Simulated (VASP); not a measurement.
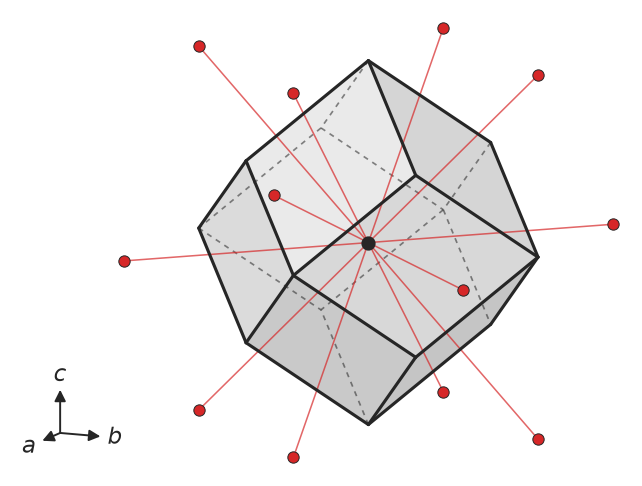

Crystal: BAs, coordinates from a relaxation with VASP Kohn-Sham DFT of a periodic cell, HSE06 with MBD, VASP PAW PBE potentials, recommended (VASP 6.6.1). The Wigner–Seitz cell of the crystal's lattice, with lines to the lattice points that define its faces. The drawing is computed from the coordinates (standard cell, symmetry found to 0.002 Å).

a = 4.751 Å, b = 4.751 Å, c = 4.751 Å, α = 90.00°, β = 90.00°, γ = 90.00°; space group No. 216, F-43m.

> Which of Fedorov's five parallelohedra is it?

A rhombic dodecahedron: 12 faces (12 with 4 edges), 24 edges, 14 vertices. Its volume is that of the primitive cell, 26.8 Å³.

> Which lattice vectors do the faces bisect?

```tsv
example	length (Å)	faces	edges of each	area (Å²)
1/2 a + 1/2 b	3.36	12	4	4.0
```
